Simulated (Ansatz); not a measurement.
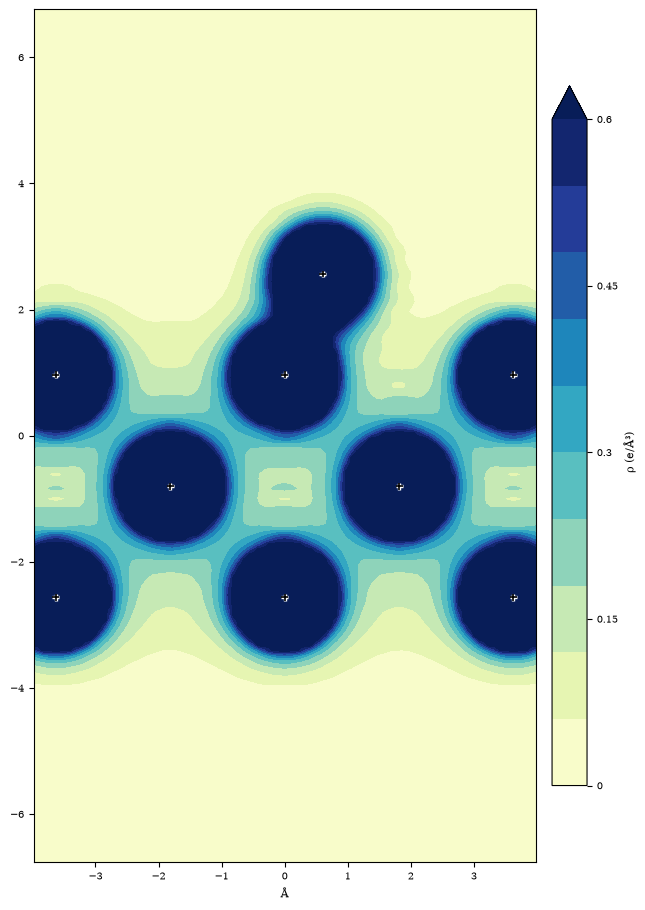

The valence electron density on a plane through atoms (crosses mark nuclei in the plane).

Method: DFT PBE, scalar-relativistic, plane waves, PAW in Ansatz 0.2.0.

Candidates:
A. Cu12O (slab), a = 5.13 Å, b = 5.13 Å, c = 19.03 Å, α = 90.00°, β = 90.00°, γ = 90.00°. A point of a scan over the structure, not its minimum; not relaxed (largest force 0.9 eV/Å); computed without spin polarisation; PAW files of the earlier set (soft_1).
B. BN, a = 2.55 Å, b = 2.55 Å, c = 4.22 Å, α = 90.00°, β = 90.00°, γ = 120.00°. Space group P6₃mc; a structure from a database of computed crystals, not necessarily the ambient phase; PAW files of the earlier set (soft_1).

**Which candidate gave the map?**

Candidate A: Cu12O on the (11̄0) plane of the calculation cell, a cut from vacuum to vacuum, which holds Cu and O. Cu–O (1.71 Å): the density is about 1.2 e/Å³ at the midpoint.
